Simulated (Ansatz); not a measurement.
## Field-gradient calculation of I

- system: I (I4/mmm, 1 atom in the cell)
- method: DFT, PBEsol, PAW with Ansatz's default frozen-core files, scalar-relativistic, no spin polarisation (Ansatz 0.2.0)

The structure derives from a Materials Project entry. Its volume is 0.96 times that of the source entry. It belongs to a series of runs on one base structure; here: functional pbesol, volume scaled by 0.96, PAW files. Figures and captions count atoms from 1; the log counts them from 0 in places.

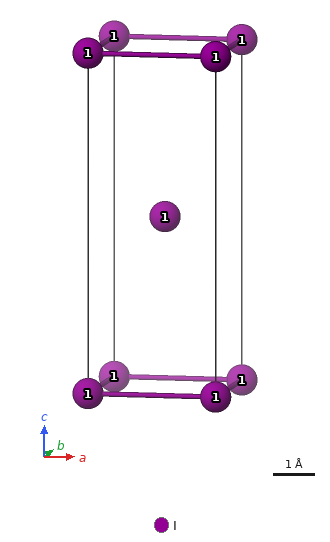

Fig. 1: The structure (ball-and-stick view of the cell 2 times as large as that of the calculation, set on its symmetry axes, seen slightly off an axis; atoms are numbered from 1 in the order of the input). Near neighbours in the crystal (not all of them lie inside the picture): I has 4 I at 3.19 Å.

**Results in brief**

```csv
quantity,value
outcome,converged
space group (tolerance 0.01 Å),I4/mmm (139)
electrons treated,17
free energy,−7432.2057 eV
Fermi energy,5.221 eV
pressure,−0.50 GPa
field gradient V_zz (10²¹ V/m²),I −80.01
largest force (length of the vector),under 0.001 eV/Å
hardware,"1 thread of Arm Neoverse V2, 24 GiB of memory available, shared host"
wall time,18 s
peak memory,0.51 GiB
```

**Remarks**

The program warns: the field gradients leave out spin–orbit coupling. The cell holds an odd number of electrons but the run has no spin polarisation, so it comes out as a metal.

**The input**
```yaml
crystal:
  lattice:
    - [-1.5955958068, 1.5955958068, 4.2071683937]
    - [1.5955958068, -1.5955958068, 4.2071683937]
    - [1.5955958068, 1.5955958068, -4.2071683937]
  atoms:
    - { symbol: I, position: [0.0, 0.0, 0.0] }
kpoints:
  mp_grid: { grid: [18, 18, 18] }
scf:
  occupations: { method: fermi_dirac, width: 0.08 }
hamiltonian:
  xc: pbesol
  pseudopotentials: { kind: paw }
output:
  forces: true
  stress: true
  eigenvalues: true
  efg: { contact_densities: true }
  write_density: true
  write_potential: true
  elf: true
  volumetric_format: npy
```

Launched with:
```bash
ansatz run input.yaml --threads 1 --pin off --max-ram 2048MiB --backend cpu --events-out ev --progress --plain --runs-dir out
```

**The program's output**
```
I: output.efg is read without spin–orbit coupling, which moves field gradients at and beside such atoms by some per cent and up to a factor of two; PAW files take it under magnetization.noncollinear and magnetization.spin_orbit
Engine: ansatz 0.2.0, aarch64-unknown-linux-gnu
Pseudopotentials: kind: paw
Pseudopotential: I, paw, valence charge 17, recommended cutoff 420 eV (normal), I.paw.azcp
Functional definition: PBEsol
  exchange = pbesol_x
  correlation = pbesol_c
Crystal: 1 atoms, lattice volume = 42.845 Å³
Basis set: ecut = 420 eV, 811 PW (Γ), exchange–correlation on 64×64×64 points (8 copies of the dense FFT grid, shifted against one another)
Bands: 13, of which v1, the nominal top of the filled ones, is band 9 counted from 1 (8 counted from 0)
Symmetry: 16 space group operations
Space group: I4/mmm (ITA 139), of the structure as read, at distance tolerance 3.5e-5 Å
k-points: 480 of 5832
Non-local potential: I, projectors of the file, l = 0: 2, l = 1: 2, l = 2: 2, l = 3: 2
PAW form: soft (Blöchl's): semilocal exchange-correlation on the pseudo side does not see the compensation charge
PAW frozen core: I, regenerated for the run's functional, and the local potential with it (the file was generated under x = pbe(κ = 0.804, μ = 0.2195149727645171), c = pbe(β = 0.06672455060314922))
PAW one-centre angular grid: I, 590 points (default); XC on 64 Gauss nodes
Initial density: superposition of atomic densities (neutral atoms: chi_scale 0, normalization atom), corrected by the library's trained network
Initial wavefunctions: pseudopotential atomic-orbital guess
Functional: x = pbesol(κ = 0.804, μ = 0.12345679012345678), c = pbesol(β = 0.046)
SCF iter   1: F=—  HF=-7432.205948 eV  |F-HF|=—  |Δ(HF+E_count)|=         —  Δρ=1.39e-3  dr2=4.88e-4  ethr=1.77e-3  ⟨swp⟩=6.0  Hψ=41562  notcnv=0
preconditioner: auto → LDOS  [metal: Δε(μ)=0.021 eV  Ē_g=13.071 eV  σ=0.080 eV  W_gap=0.07  n_scr=10 (ndim 8)  ℏωp=15.0 eV  f_vac=0.176  D(μ)=0.60/eV (n_scr^D=2)  β→1.0]
SCF iter   2: F=—  HF=-7432.205685 eV  |F-HF|=—  |Δ(HF+E_count)|=   2.63e-4  Δρ=3.37e-4  dr2=5.95e-5  ethr=2.87e-6  ⟨swp⟩=2.3  Hψ=14267  notcnv=0
SCF iter   3: F=—  HF=-7432.205678 eV  |F-HF|=—  |Δ(HF+E_count)|=   7.35e-6  Δρ=1.49e-4  dr2=8.37e-6  ethr=3.50e-7  ⟨swp⟩=2.2  Hψ=10133  notcnv=0
SCF iter   4: F=—  HF=-7432.205674 eV  |F-HF|=—  |Δ(HF+E_count)|=   4.17e-6  Δρ=2.25e-5  dr2=2.12e-7  ethr=4.93e-8  ⟨swp⟩=2.0  Hψ=10306  notcnv=0
iter 5 did not close the SCF: its close was put off for the readings that it lacked (scf_convergence_deferred on its scf_iter line)
SCF iter   5: F=-7432.205674 eV  HF=-7432.205674 eV  |F-HF|=2.46e-8  |Δ(HF+E_count)|=   4.15e-8  Δρ=7.96e-6  dr2=1.95e-8  ethr=1.25e-9  ⟨swp⟩=2.0  Hψ=10324  notcnv=0
SCF iter   6: F=-7432.205674 eV  HF=-7432.205674 eV  |F-HF|=2.15e-9  |Δ(HF+E_count)|=   1.17e-8  Δρ=2.65e-6  dr2=2.23e-9  ethr=1.15e-10  ⟨swp⟩=6.8  Hψ=40451  notcnv=0
SCF 1 converged in 6 iterations: F = -7432.205674 eV  dr2 = 2.23e-9
  greatest PAW one-centre occupation: 0.999 electrons in one spin orbital (limit 2), on the I atom at site 0 (counted from 0), in its partial waves of l = 2
```

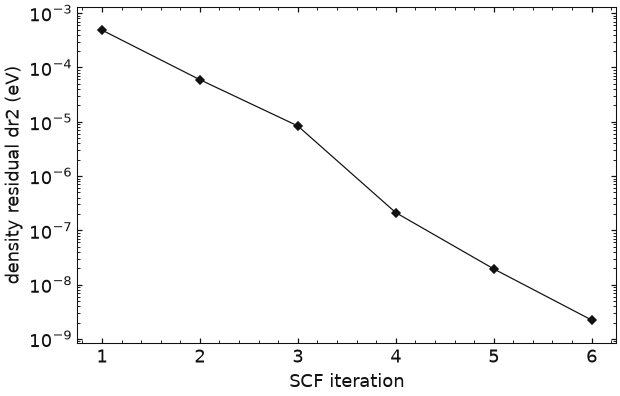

Fig. 2: Convergence of the self-consistent field: density residual dr2 against the SCF iteration. The residual falls at every step.

```
SCF converged after 6 iterations
Free energy (F): -7432.205674 eV
Harris-Foulkes:  -7432.205674 eV  (|F-HF|=2.15e-9)
Internal energy: -7432.193424 eV  (E = F + TS)
E sigma→0 (E₀):  -7432.199549 eV
Entropy (-TS):   -0.012249 eV (-12.249 meV/atom)
Fermi energy:    5.220933 eV
--- Per-component energies (eV) ---
  E_band       = -400.036972
  E_kinetic    = 188.739135
  E_local      = -2093.763990  (includes V_loc(G=0)·N_el)
  E_nonlocal   = -90.414109
  E_hartree    = 1068.309477
  E_xc         = -126.890337
  E_vxc        = -127.976210  (∫ρ·V_xc dr)
  E_paw        = -4734.399867  (= ΣΔE_a)
  E_vpaw       = -413.238574  (= ΣTr[D̂ρ^β])
  E_aug_tail   = 0.000015  (compensation charges beyond the density's cutoff)
  E_ewald      = -1644.185891
  E_core_change = 0.412142  (= ΣΔE_core)
  E_smearing   = -0.012249  (= −TS)
  E_closure    = 0.000000  (closes the sum)
  Σ components = -7432.205674   (vs F -7432.205674, Δ=0.00e0)
--- Forces (eV/Å), atoms counted from 1 ---
  atom   1  I     -0.00000000     0.00000000    -0.00000000
  max |Σ_I F_I| component: 3.94e-31 eV/Å
--- Stress (GPa, compression-positive) ---
       -0.482389       0.000000       0.000000
        0.000000      -0.482389       0.000000
        0.000000       0.000000      -0.548498
  P = ⅓ Tr σ = -0.5044 GPa (-5.044 kbar)
--- PAW observables at the nuclei: V_zz in 10²¹ V/m², potentials from the cell's mean, atoms counted from 1 ---
  atom   1  I  V_zz =   -80.007831   η = 0.0000   by run symmetry: allowed
            electrostatic potential = -8885.669449 V   contact ρ = 1601727.861128 e/Å³
--- Band table (eV; the first three rows and the last of 480) ---
  k-point 0: bands = ["-40.0466", "-40.0202", "-39.8210", "-39.8210", "-39.7656", "-8.7213", "2.8664", "6.1957", "6.1957", "9.2635", "12.6791", "13.3339", "17.6459"]
  k-point 1: bands = ["-40.0452", "-40.0207", "-39.8212", "-39.8212", "-39.7651", "-8.6562", "2.9209", "5.8826", "5.8860", "9.3802", "13.1407", "13.7571", "16.4721"]
  k-point 2: bands = ["-40.0413", "-40.0219", "-39.8218", "-39.8218", "-39.7637", "-8.4640", "3.0792", "5.1419", "5.1547", "9.6830", "14.3249", "14.8322", "15.2891"]
  k-point 479: bands = ["-40.0466", "-40.0203", "-39.8210", "-39.8210", "-39.7656", "-8.5820", "1.3344", "6.0769", "6.0769", "12.3421", "12.7352", "14.5836", "17.9902"]
```

**File rho_z.tsv**
```
# z_ang	rho[e/angstrom^3]
# format = ansatz-planar-average/11
# lattice	-1.595595807	1.595595807	4.207168394
# lattice	1.595595807	-1.595595807	4.207168394
# lattice	1.595595807	1.595595807	-4.207168394
# sites	1
# site	53	0.000000000	0.000000000	0.000000000
0.000000	8.640389e-1
0.149191	8.485710e-1
0.298382	8.035100e-1
0.447573	7.329092e-1
0.596764	6.434628e-1
0.745955	5.440841e-1
0.895145	4.449545e-1
1.044336	3.559145e-1
1.193527	2.842544e-1
1.342718	2.326429e-1
1.491909	1.986218e-1
1.641100	1.765474e-1
1.790291	1.609573e-1
1.939482	1.489415e-1
2.088673	1.400464e-1
2.237864	1.346549e-1
2.387055	1.328777e-1
2.536245	1.346549e-1
2.685436	1.400464e-1
2.834627	1.489415e-1
2.983818	1.609573e-1
3.133009	1.765474e-1
3.282200	1.986218e-1
3.431391	2.326429e-1
3.580582	2.842544e-1
3.729773	3.559145e-1
3.878964	4.449545e-1
4.028155	5.440841e-1
4.177345	6.434628e-1
4.326536	7.329092e-1
4.475727	8.035100e-1
4.624918	8.485710e-1
```

**File v_z.tsv**
```
# z_ang	v_es[eV]	v_tot[eV]
# format = ansatz-planar-average/11
# xc	pbesol
# density_cutoff_ev	1680
# datasets	I=:simpson_from_first_knot:soft:shift=-1262790
# lattice	-1.595595807	1.595595807	4.207168394
# lattice	1.595595807	-1.595595807	4.207168394
# lattice	1.595595807	1.595595807	-4.207168394
# sites	1
# site	53	0.000000000	0.000000000	0.000000000
0.000000	5.736079e0	-3.132891e0
0.149191	5.709564e0	-3.148596e0
0.298382	5.635795e0	-3.189736e0
0.447573	5.530929e0	-3.239980e0
0.596764	5.418427e0	-3.276545e0
0.745955	5.324860e0	-3.274793e0
0.895145	5.275796e0	-3.212138e0
1.044336	5.292483e0	-3.071202e0
1.193527	5.389547e0	-2.842398e0
1.342718	5.573153e0	-2.526034e0
1.491909	5.839286e0	-2.133377e0
1.641100	6.171898e0	-1.686901e0
1.790291	6.541933e0	-1.219877e0
1.939482	6.908495e0	-7.752600e-1
2.088673	7.224142e0	-4.017608e-1
2.237864	7.440937e0	-1.489771e-1
2.387055	7.518655e0	-5.898259e-2
2.536245	7.440937e0	-1.489771e-1
2.685436	7.224142e0	-4.017608e-1
2.834627	6.908495e0	-7.752600e-1
2.983818	6.541933e0	-1.219877e0
3.133009	6.171898e0	-1.686901e0
3.282200	5.839286e0	-2.133377e0
3.431391	5.573153e0	-2.526034e0
3.580582	5.389547e0	-2.842398e0
3.729773	5.292483e0	-3.071202e0
3.878964	5.275796e0	-3.212138e0
4.028155	5.324860e0	-3.274793e0
4.177345	5.418427e0	-3.276545e0
4.326536	5.530929e0	-3.239980e0
4.475727	5.635795e0	-3.189736e0
4.624918	5.709564e0	-3.148596e0
```

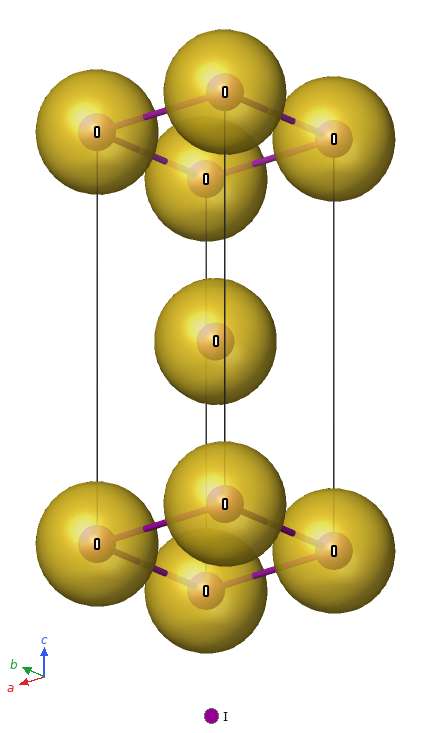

Fig. 3: Isosurface of the valence charge density (pseudo) at 0.4 e/Å³ (yellow), seen at an oblique angle. Sticks mark near contacts. The outline is the cell set on symmetry axes. At this value the density breaks into separate islands; it holds about 80 % of the electrons treated as valence. It is pinched off along the I–I (3.19 Å) contacts. On the grid the lowest density along these lines, outside the cores, is 0.23 e/Å³ (I–I, 3.19 Å). Core electrons are frozen (PAW), so the fields are smoothed inside the atomic spheres.

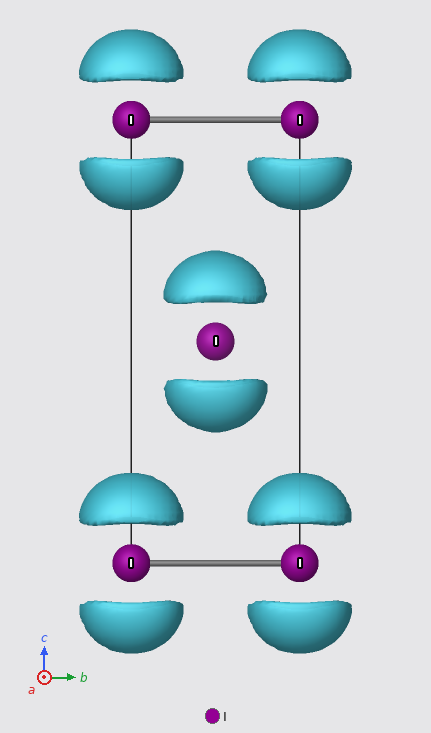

Fig. 4: Isosurface of the electron localisation function at 0.7 (cyan), seen along the a axis. Only the valence region is drawn (cores and ρ < 0.01 e/Å³ removed). Sticks mark near contacts. The outline is the cell set on symmetry axes. Profiles from the grid: I–I (3.19 Å): the ELF peaks at about 0.60 in the valence shell of I, 1.1 Å from its nucleus, and drops to about 0.35 between the two atoms.

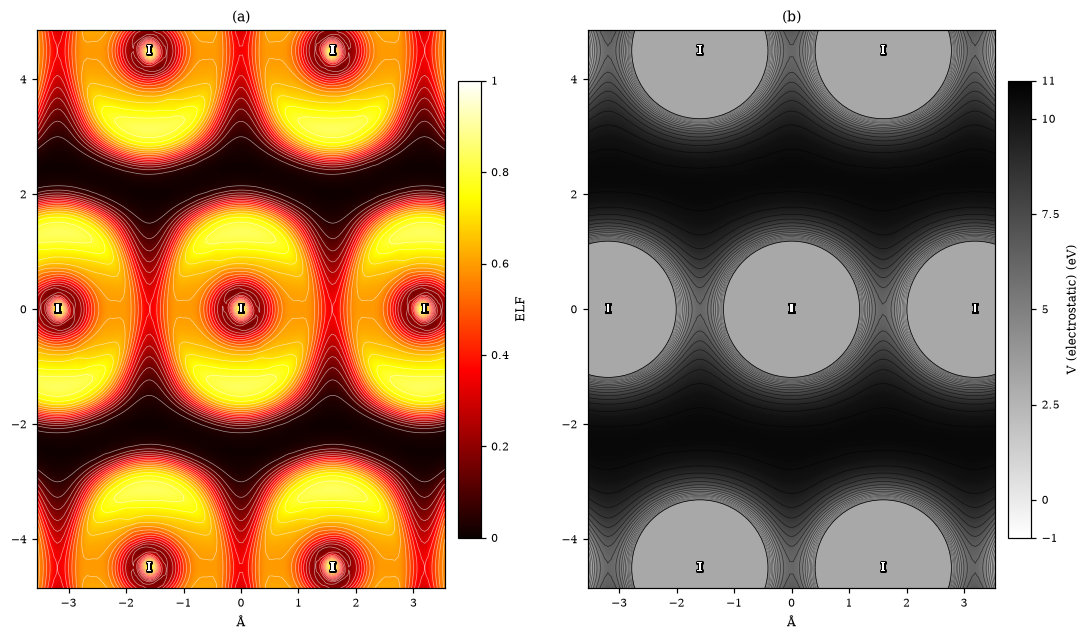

Fig. 5: (a) electron localisation function; (b) electrostatic potential energy of an electron on the (011̄) plane of the conventional cell. Grey discs, where drawn, cover atomic cores. The plane passes through I nuclei. I–I (3.19 Å): the ELF peaks at about 0.60 in the valence shell of I, 1.1 Å from its nucleus, and drops to about 0.35 between the two atoms. Outside the cores the potential energy rises away from the atoms and is highest about 2.4 Å from the nearest atoms; outside the discs it spans about 11 eV, and its zero is arbitrary.
